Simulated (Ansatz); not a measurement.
```xyz
8
Lattice="5.2254 0.0000 0.0000 0.0000 5.2254 0.0000 0.0000 0.0000 5.2254" Properties=species:S:1:pos:R:3 pbc="T T T"
Zr    2.6127    0.0000    0.0000
Zr    0.0000    2.6127    0.0000
Zr    0.0000    0.0000    2.6127
Zr    2.6127    2.6127    2.6127
S     0.0000    0.0000    0.0000
S     2.6127    2.6127    0.0000
S     2.6127    0.0000    2.6127
S     0.0000    2.6127    2.6127
```

Space group Fm-3m.

Computed with DFT r2SCAN, scalar-relativistic, plane waves, PAW in Ansatz.

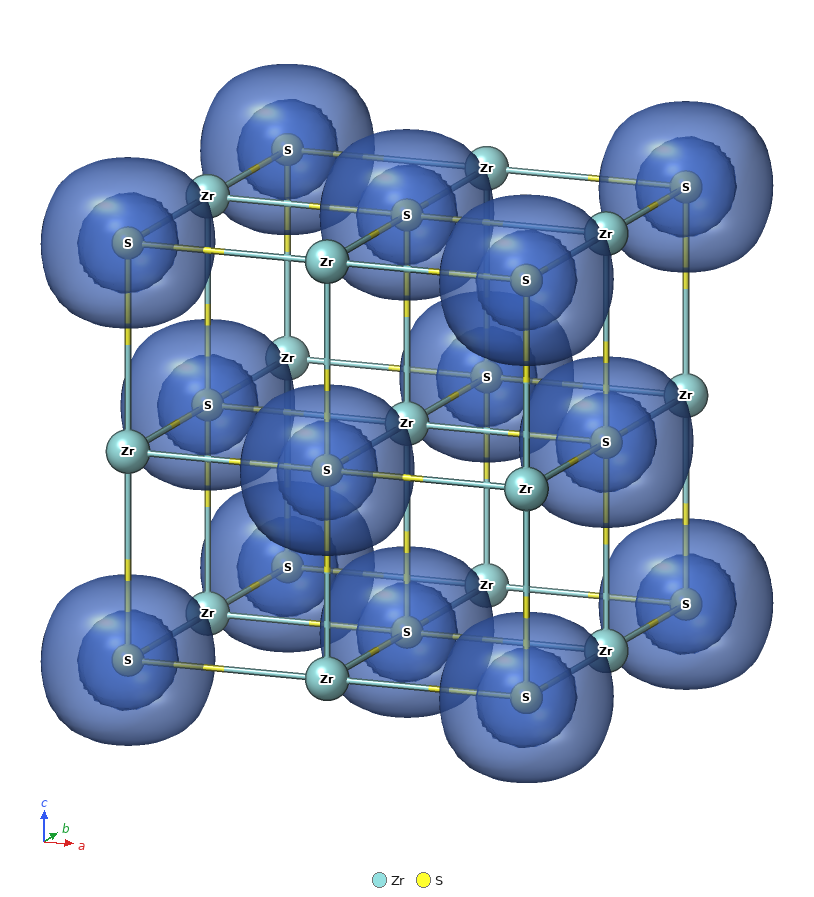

ZrS. Isosurface of the ELF at 0.75 (blue), seen slightly off an axis. Only the valence region is drawn (cores and ρ < 0.01 e/Å³ removed). Sticks mark near contacts.

Core electrons are frozen (PAW), and the valence fields are smoothed inside the atomic spheres.

Q: Describe the localisation domains.

A: At this value the surface marks out four regions wrapped around S (the valence shell of each), counted in one cell of 8 atoms. Regions shared between cells count once. Profiles from the grid: Zr–S (2.61 Å): the ELF peaks at about 0.85 in the valence shell of S, 0.8 Å from its nucleus, and is about 0.25 at the midpoint (no shared electron pair shows on this line).
